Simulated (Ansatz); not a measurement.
```cif
data_structure
_symmetry_space_group_name_H-M 'P 1'
_symmetry_Int_Tables_number 1
_cell_length_a 2.9861
_cell_length_b 2.9861
_cell_length_c 2.9861
_cell_angle_alpha 90.000
_cell_angle_beta 90.000
_cell_angle_gamma 90.000
_cell_volume 26.63
loop_
_atom_site_label
_atom_site_type_symbol
_atom_site_fract_x
_atom_site_fract_y
_atom_site_fract_z
_atom_site_occupancy
Ti1 Ti 0.00000 0.00000 0.00000 1
Co1 Co 0.50000 0.50000 0.50000 1
```

Space group Pm-3m; a structure from a database of computed crystals, not necessarily the ambient phase; computed pressure about −3 GPa in this cell; computed without spin polarisation.

Method: Ansatz, DFT, PBE, PAW with Ansatz's default frozen-core files, scalar-relativistic.

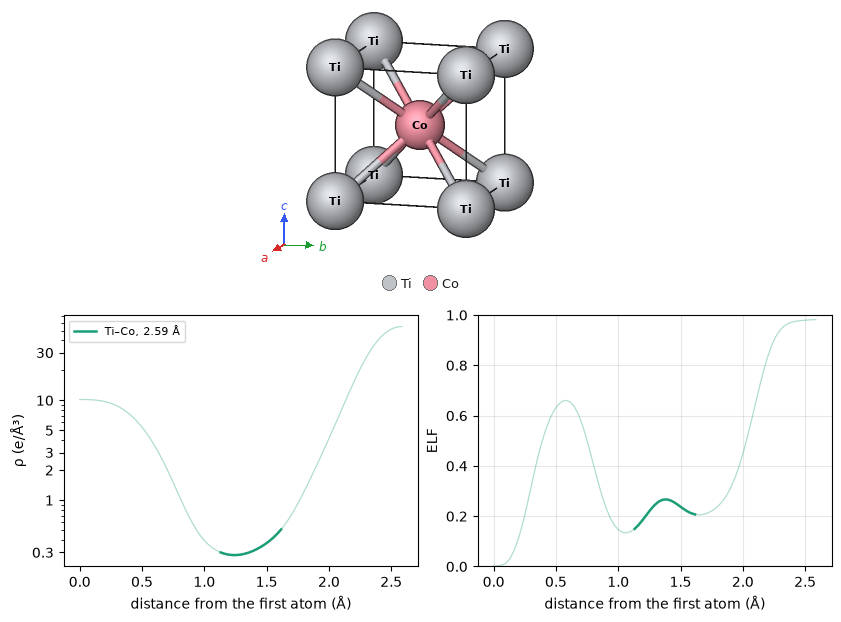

TiCo. Valence charge density (pseudo) and electron localisation function along straight lines between neighbouring atoms. Thin, pale parts lie inside the atomic spheres. The structure is drawn too.

In a PAW calculation such maps are meaningful between the atoms, not at the nuclei.

**What can be read from the curves?**

Ti–Co (2.59 Å): ρ at the midpoint is about 0.29 e/Å³; the ELF is about 0.25 at the midpoint; no shared electron pair shows on this line.
